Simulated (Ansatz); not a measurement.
**Single-point calculation, with input and output: Sn (part 2 of 2)**

The same run, continued: Sn (slab, 18 atoms in the cell); DFT PBE+D3(BJ), scalar-relativistic, plane waves, PAW, no spin polarisation (Ansatz 0.2.0); cutoff 420 eV, 2×3×1 k-mesh, Gaussian smearing of 0.1 eV. The structure derives from an entry of the Crystallography Open Database. It belongs to a series of runs on one base structure; here: the slab at its places in the relaxed adsorbed structure.

Geometry of the input (Å; fractional positions):
```
9.7699  0.0000  0.0000
-3.2566  6.0108  0.0000
0.0000  0.0000  25.9123
Sn 0.0978  0.2935  0.3087
Sn 0.0978  0.7935  0.3087
Sn 0.4312  0.2935  0.3087
Sn 0.4312  0.7935  0.3087
Sn 0.7645  0.2935  0.3087
Sn 0.7645  0.7935  0.3087
Sn 0.2057  0.6168  0.4063
Sn 0.2030  0.1139  0.4066
Sn 0.5366  0.6108  0.4064
Sn 0.5389  0.1147  0.4064
Sn 0.8726  0.6185  0.4060
Sn 0.8745  0.1154  0.4062
Sn 0.3125  0.9357  0.5043
Sn 0.3107  0.4349  0.5045
Sn 0.6470  0.9347  0.5025
Sn 0.6448  0.4346  0.5040
Sn 0.9801  0.9341  0.5060
Sn 0.9788  0.4392  0.5031
```

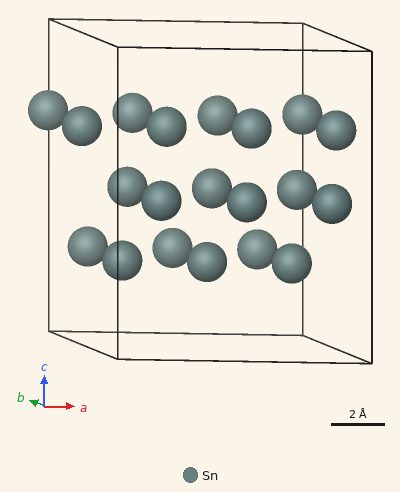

The input geometry (spheres-only view of the cell of the calculation, with the vacuum cut short, seen slightly off an axis). An atom can appear more than once, as a periodic image.

Log, continued:
```
  k-point 0: bands = ["-20.7429", "-20.7148", "-20.7080", "-20.7007", "-20.6946", "-20.6904", "-20.6871", "-20.6839", "-20.6785", "-20.6772", "-20.6753", "-20.6656", "-20.6603", "-20.6576", "-20.6559", "-20.6534", "-20.6534", "-20.6502", "-20.6453", "-20.6451", "-20.6406", "-20.6384", "-20.6371", "-20.6354", "-20.6317", "-20.6309", "-20.6292", "-20.6287", "-20.6266", "-20.6257", "-20.6191", "-20.6182", "-20.6166", "-20.6145", "-20.6134", "-20.6015", "-20.5994", "-20.5912", "-20.5896", "-20.5880", "-20.5844", "-20.5832", "-20.5793", "-20.5748", "-20.5690", "-20.5685", "-20.5640", "-20.5632", "-20.5603", "-20.5563", "-20.5516", "-20.5499", "-20.5399", "-20.5373", "-20.5369", "-20.5336", "-20.5328", "-20.5309", "-20.5300", "-20.5291", "-20.5252", "-20.5247", "-20.5178", "-20.5116", "-20.5057", "-20.5040", "-20.5023", "-20.4768", "-20.4511", "-20.4473", "-20.4459", "-20.4428", "-20.4391", "-20.4314", "-20.4306", "-20.4268", "-20.4250", "-20.4235", "-20.4220", "-20.4087", "-20.4085", "-20.4053", "-20.4045", "-20.4036", "-20.3970", "-20.3955", "-20.3950", "-20.3930", "-20.3911", "-20.3845", "-10.3363", "-8.8461", "-8.2054", "-8.1700", "-6.7922", "-6.7829", "-6.7441", "-6.7320", "-6.4850", "-6.4157", "-5.9730", "-5.4614", "-5.4529", "-4.8363", "-4.5666", "-4.5472", "-3.8646", "-3.8541", "-3.4712", "-2.4706", "-2.2550", "-2.2383", "-1.9220", "-1.4963", "-1.3168", "-1.2969", "-1.2656", "-1.2507", "-0.5869", "-0.5495", "-0.1218", "-0.1042", "0.2936", "0.3204", "0.3300", "0.3412", "0.9210", "1.5399", "1.5468", "1.7219", "1.7428", "1.7630", "2.0564", "2.0812", "2.1319", "2.8268", "2.8587", "3.0940", "3.1166", "3.2370", "3.2650", "3.7362", "3.8713", "4.0030", "4.0342", "4.4886", "4.6640", "4.6765", "4.7008", "5.1454", "5.2279", "5.3037"]
  k-point 1: bands = ["-20.7282", "-20.7090", "-20.7045", "-20.6975", "-20.6933", "-20.6926", "-20.6811", "-20.6697", "-20.6688", "-20.6663", "-20.6647", "-20.6620", "-20.6578", "-20.6565", "-20.6543", "-20.6501", "-20.6487", "-20.6436", "-20.6420", "-20.6396", "-20.6379", "-20.6349", "-20.6333", "-20.6313", "-20.6281", "-20.6253", "-20.6207", "-20.6169", "-20.6152", "-20.6141", "-20.6124", "-20.6079", "-20.6071", "-20.6030", "-20.6008", "-20.6003", "-20.5959", "-20.5926", "-20.5901", "-20.5889", "-20.5871", "-20.5838", "-20.5828", "-20.5815", "-20.5800", "-20.5753", "-20.5731", "-20.5695", "-20.5678", "-20.5629", "-20.5616", "-20.5603", "-20.5571", "-20.5552", "-20.5463", "-20.5443", "-20.5362", "-20.5356", "-20.5334", "-20.5308", "-20.5303", "-20.5278", "-20.5257", "-20.5101", "-20.5017", "-20.4846", "-20.4775", "-20.4611", "-20.4576", "-20.4507", "-20.4497", "-20.4466", "-20.4442", "-20.4425", "-20.4368", "-20.4305", "-20.4268", "-20.4245", "-20.4228", "-20.4221", "-20.4204", "-20.4189", "-20.4139", "-20.4061", "-20.4054", "-20.4014", "-20.3988", "-20.3980", "-20.3944", "-20.3933", "-9.8503", "-8.6695", "-8.4038", "-8.3671", "-8.1874", "-7.2039", "-6.9696", "-6.7829", "-6.7400", "-6.0481", "-5.4561", "-4.9598", "-4.9252", "-4.8623", "-4.6163", "-4.5537", "-4.4126", "-3.8624", "-2.2472", "-1.9842", "-1.8934", "-1.8249", "-1.7982", "-1.5356", "-1.3099", "-1.2584", "-1.0160", "-0.8480", "-0.5674", "-0.1150", "-0.0744", "0.0296", "0.2655", "0.3074", "0.3370", "0.5286", "0.5815", "1.1217", "1.2306", "1.5354", "1.5470", "1.7506", "2.0708", "2.2480", "2.4061", "2.4607", "2.7479", "2.8485", "3.1044", "3.2184", "3.2496", "3.4420", "3.5615", "3.8288", "4.0146", "4.0293", "4.2769", "4.3973", "4.6726", "4.8337", "4.9376", "5.0040"]
  k-point 2: bands = ["-20.7249", "-20.7242", "-20.6985", "-20.6943", "-20.6908", "-20.6900", "-20.6748", "-20.6739", "-20.6716", "-20.6698", "-20.6675", "-20.6652", "-20.6602", "-20.6595", "-20.6566", "-20.6553", "-20.6487", "-20.6476", "-20.6459", "-20.6426", "-20.6413", "-20.6392", "-20.6388", "-20.6372", "-20.6356", "-20.6347", "-20.6321", "-20.6301", "-20.6295", "-20.6257", "-20.6171", "-20.6149", "-20.6127", "-20.6099", "-20.6094", "-20.6089", "-20.6076", "-20.6067", "-20.5976", "-20.5952", "-20.5912", "-20.5894", "-20.5850", "-20.5834", "-20.5825", "-20.5799", "-20.5751", "-20.5734", "-20.5717", "-20.5697", "-20.5494", "-20.5469", "-20.5461", "-20.5445", "-20.5355", "-20.5333", "-20.5315", "-20.5288", "-20.5265", "-20.5236", "-20.5122", "-20.5085", "-20.5076", "-20.5017", "-20.4982", "-20.4975", "-20.4862", "-20.4843", "-20.4757", "-20.4694", "-20.4428", "-20.4422", "-20.4397", "-20.4356", "-20.4301", "-20.4283", "-20.4269", "-20.4262", "-20.4167", "-20.4143", "-20.4106", "-20.4096", "-20.4052", "-20.4005", "-20.3989", "-20.3979", "-20.3929", "-20.3900", "-20.3645", "-20.3629", "-9.8084", "-9.7879", "-8.3214", "-8.3065", "-6.9697", "-6.9428", "-6.0151", "-5.9686", "-5.9409", "-5.9320", "-5.6893", "-5.6828", "-5.4388", "-5.4277", "-4.3517", "-4.3392", "-4.1694", "-4.1594", "-3.3536", "-3.3401", "-2.4926", "-2.4759", "-1.9418", "-1.9093", "-1.7471", "-1.7282", "-1.5307", "-1.5230", "-1.3767", "-1.3725", "-0.1311", "-0.1136", "0.6687", "0.6750", "1.3386", "1.3839", "1.6299", "1.6402", "2.2037", "2.2221", "2.2426", "2.2484", "2.3016", "2.3153", "2.6819", "2.6842", "3.2124", "3.2541", "3.3162", "3.3584", "4.1324", "4.1371", "4.1406", "4.1518", "4.4780", "4.4894", "4.5295", "4.5418", "4.8491", "4.8815", "4.9828", "4.9933"]
  k-point 3: bands = ["-20.6977", "-20.6972", "-20.6960", "-20.6779", "-20.6750", "-20.6720", "-20.6683", "-20.6669", "-20.6660", "-20.6641", "-20.6631", "-20.6604", "-20.6580", "-20.6562", "-20.6545", "-20.6513", "-20.6501", "-20.6488", "-20.6464", "-20.6437", "-20.6431", "-20.6419", "-20.6397", "-20.6370", "-20.6355", "-20.6335", "-20.6322", "-20.6291", "-20.6241", "-20.6221", "-20.6206", "-20.6198", "-20.6129", "-20.6111", "-20.6100", "-20.6078", "-20.6055", "-20.6036", "-20.6008", "-20.5962", "-20.5916", "-20.5878", "-20.5875", "-20.5858", "-20.5846", "-20.5823", "-20.5773", "-20.5764", "-20.5714", "-20.5708", "-20.5545", "-20.5529", "-20.5509", "-20.5505", "-20.5323", "-20.5313", "-20.5271", "-20.5221", "-20.5202", "-20.5183", "-20.5161", "-20.5142", "-20.5130", "-20.5082", "-20.5045", "-20.5025", "-20.5001", "-20.4793", "-20.4785", "-20.4725", "-20.4428", "-20.4419", "-20.4390", "-20.4374", "-20.4349", "-20.4305", "-20.4291", "-20.4277", "-20.4268", "-20.4191", "-20.4178", "-20.4154", "-20.4126", "-20.4110", "-20.4099", "-20.4074", "-20.4015", "-20.3919", "-20.3682", "-20.3664", "-9.7983", "-8.8376", "-8.8200", "-8.3140", "-7.3784", "-7.3577", "-6.9562", "-6.5332", "-6.5279", "-5.9895", "-5.6871", "-5.2470", "-5.2233", "-5.1473", "-5.1294", "-4.3450", "-3.8144", "-3.8083", "-2.4859", "-2.4123", "-2.4008", "-1.9254", "-1.7379", "-1.5481", "-1.5397", "-1.0262", "-1.0067", "-0.4074", "-0.3959", "-0.1214", "0.2590", "0.2638", "0.4760", "0.4796", "0.6744", "1.2190", "1.2219", "1.3634", "1.6281", "1.7176", "1.7475", "1.9297", "1.9332", "2.2316", "2.2552", "2.3060", "2.4112", "2.4236", "3.1497", "3.1611", "3.2180", "3.2468", "3.2587", "3.3410", "3.9853", "3.9967", "4.1469", "4.4020", "4.4111", "4.4890", "4.5383", "4.8643"]
```

Summary:

- outcome: converged
- electrons treated: 252
- free energy: −108437.3923 eV
- work function, top face: 3.64 eV
- work function, bottom face: 3.64 eV
- Fermi energy: 1.100 eV
- gap on the k-point mesh: none (metallic)
- work function (upper face): 3.64 eV
- largest force (length of the vector): 0.114 eV/Å
- hardware: 4 threads of Arm Neoverse V1, 24 GiB of memory available, shared host
- wall time: 37 s (CPU time 1.8 min)
- peak memory: 3.4 GiB
